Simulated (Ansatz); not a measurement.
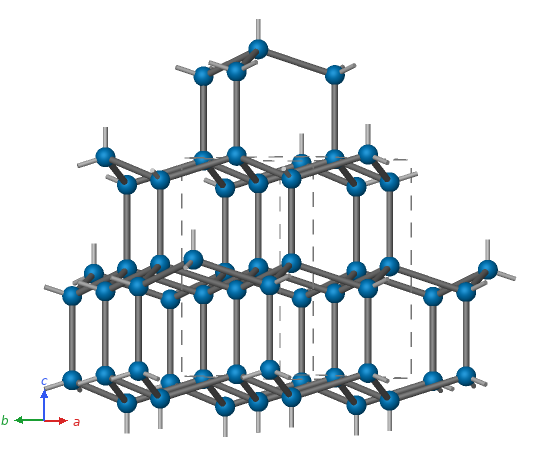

The picture shows a finite piece of the underlying net of a crystal structure, nodes on the atoms' positions. Nodes are coloured by topological kind. Short stubs are edges that leave the cut-out.

Q: What net is this?

A: A uninodal 4-connected, three-periodic net. It is the lon net, known from lonsdaleite, wurtzite and tridymite.

Q: Give point symbol and coordination sequence.

A: 6^6, sequence 4, 12, 25, 44, 67, 96.

Origin of the net. System AlN (space group P6_3mc, No. 186); source of the atomic positions: a calculation's input that goes back to an entry of the Crystallography Open Database (an earlier step may have relaxed or displaced it). Bonds are taken as Al–N below 2.2 Å. The graph is simplified in the usual way: terminal and isolated atoms are pruned, two-connected atoms become edges. Al and N are 4-connected nodes.
